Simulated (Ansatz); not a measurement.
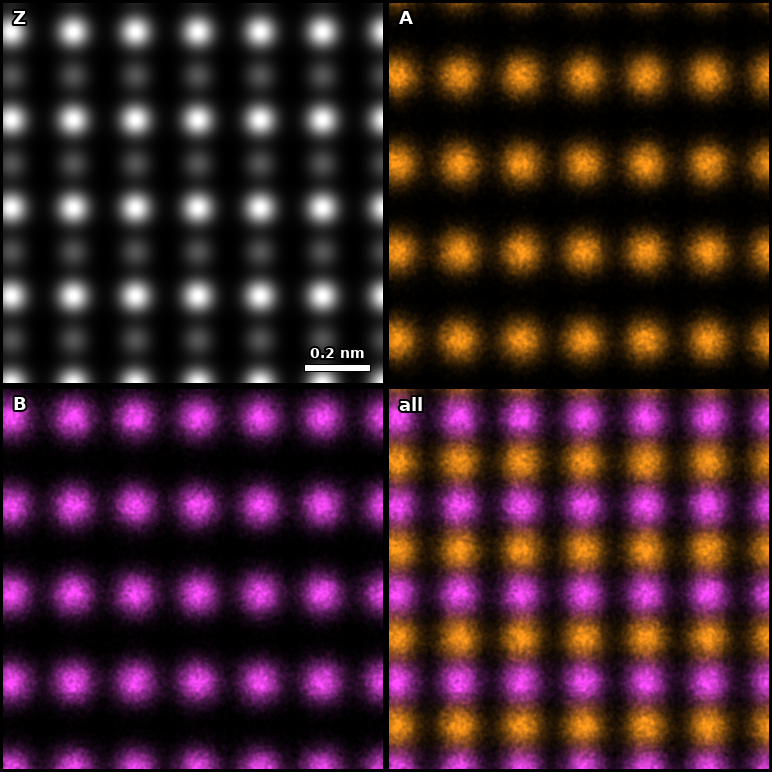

CoSi (Pm-3m, No. 221) along [110]. Panel Z: Simulation: incoherent imaging, intensity Z^1.7 per atom, probe width 0.78 Å, thin sample. The probe carries 25 % of its weight in a tail 2.5 times as wide. The other panels are simulated element maps (the number of atoms of one element along the beam, blurred by 1.0 Å, with counting noise; each on its own scale, no channelling); the last overlays them. Model: the input geometry of an electronic-structure calculation (not necessarily at equilibrium).

```
Co Si
1.0
     2.78133    0.00000    0.00000
     0.00000    2.78133    0.00000
     0.00000    0.00000    2.78133
Co Si
1 1
Direct
  0.00000 0.00000 0.00000
  0.50000 0.50000 0.50000
```

Which element does each lettered map show?

A: Si, B: Co. The projected cell (1.97 × 2.78 Å, 90°) holds 2 columns: 1 of Co and 1 of Si. No column is shared by two of the mapped elements.
